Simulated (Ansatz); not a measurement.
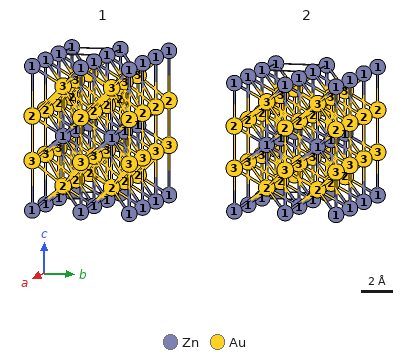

Two geometries of crystalline ZnAu$_{2}$ (built on the MoSi2 (C11b)_139 type) (coarse preliminary run), drawn at one scale. One is the start of a relaxation, the other its converged end. Style: ball-and-stick. Shown: the conventional cell (2 times the calculation's cell), repeated 3 × 2 × 1 with one cell outlined, slightly off an axis. Lengths and directions refer to the drawn axes.

The calculation used DFT PBE, scalar-relativistic, plane waves, PAW in Ansatz. Settings: plane-wave cutoff 420 eV; k-point mesh 8 × 8 × 8; occupations gaussian; smearing width 0.1 eV; no spin polarisation; cell and atoms relaxed; force threshold 0.04 eV/Å; at most 70 steps.

> Which one is relaxed?

Structure 1 is the relaxed one. Case: MoSi2 (C11b) type (I4/mmm, No. 139). Over 6 accepted moves (7 points after the start) the energy falls by 0.162 eV per cell of the calculation. The largest force component goes from 0.34 to 0.011 eV/Å. The pressure goes from 5.85 to 0.20 GPa. At 1 point the geometry stayed and the basis and grid were re-selected for the new cell (energy shift of 3.6 meV per cell of the calculation at most each time). The largest moves relative to the cell, 0.098 Å, are those of Au2 and Au3. Au3 goes along +c. Zn stays in place. The drawn cell changes as follows: a = b 3.421 → 3.264 Å (−4.6 %), c 8.392 → 9.445 Å (+12.5 %); the volume changes by +2.5 %. Near-neighbour distances that change, for instance: Zn1–Au2 2.811 → 3.262 Å, Au2–Au3 2.769 → 2.920 Å, Au2–Au3 (another image) 2.808 → 2.928 Å, Zn1–Au2 (another image) 2.787 → 2.731 Å. The space group stays I4/mmm (No. 139). Cost: 20 s on 1 thread of Intel(R) Xeon(R) 6975P-C (Granite Rapids), with other jobs on the host, peak memory 0.43 GiB.
